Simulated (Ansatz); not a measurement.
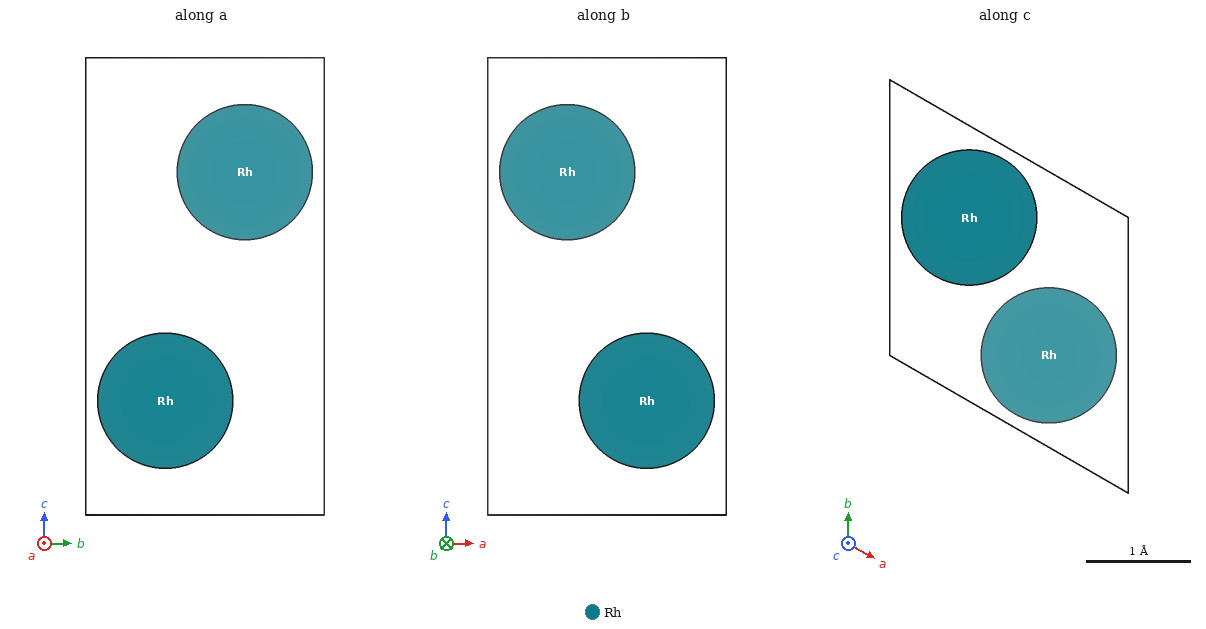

We look at a spheres-only model of the crystal along the a axis, along the b axis and along the c axis. One conventional unit cell is framed, with atoms on its boundary repeated.

Lattice parameters: a = 2.660 Å, b = 2.660 Å, c = 4.411 Å, α = 90.00°, β = 90.00°, γ = 120.00°.

### Put the structure into a table of Wyckoff sites.

Space group P6_3/mmc (No. 194).
```tsv
atom	site	x	y	z
Rh	2d	0.3333	0.6667	0.7500
```

Its origin is a structure type filled with this element by a generator (whether the element takes this form wasn't checked). It was relaxed at fixed volume with DFT HSE06, scalar-relativistic, plane waves, PAW in Ansatz.
